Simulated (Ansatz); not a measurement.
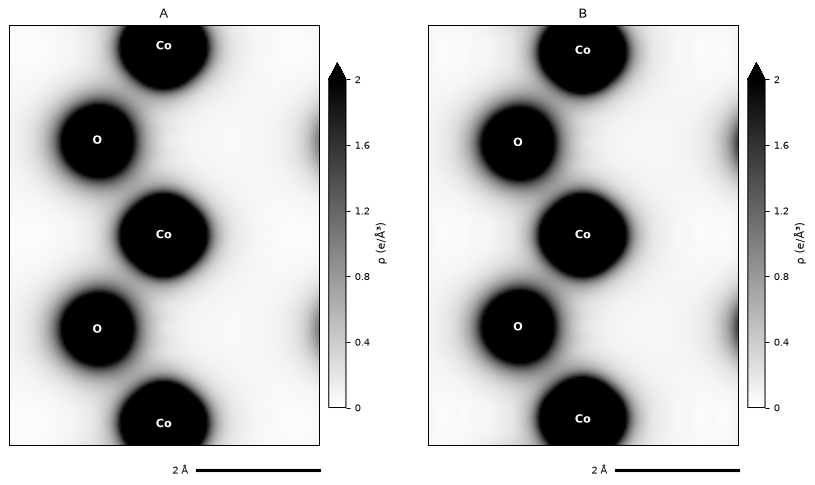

CoO. The valence charge density (pseudo) of two cells that differ in size, on the (100) plane of each (indices in the axes of the calculation cell), at one length scale and on one colour scale: A has 10.7 Å³ an atom and B 10.0.

Level of theory: DFT PBE+U, scalar-relativistic, plane waves, PAW (Ansatz).

Core electrons are frozen (PAW), and the valence fields are smoothed inside the atomic spheres.

The larger cell:

```cif
data_structure
_symmetry_space_group_name_H-M 'P 1'
_symmetry_Int_Tables_number 1
_cell_length_a 3.1191
_cell_length_b 4.4111
_cell_length_c 3.1191
_cell_angle_alpha 90.000
_cell_angle_beta 90.000
_cell_angle_gamma 90.000
_cell_volume 42.91
loop_
_atom_site_label
_atom_site_type_symbol
_atom_site_fract_x
_atom_site_fract_y
_atom_site_fract_z
_atom_site_occupancy
Co1 Co 0.00000 0.00000 0.00000 1
O1 O 0.50000 0.25000 0.00000 1
Co2 Co 0.50000 0.50000 0.50000 1
O2 O 0.00000 0.75000 0.50000 1
```

The smaller cell: a = 3.045 Å, b = 4.306 Å, c = 3.045 Å, α = 90.00°, β = 90.00°, γ = 90.00°.

> What does the compression do to the bonding and the properties?

From the larger cell to the smaller, Co–O goes from 1.91 to 1.86 Å, and the density at its midpoint from 0.71 to 0.8 e/Å³; the pressure goes from 22 to 40 GPa.
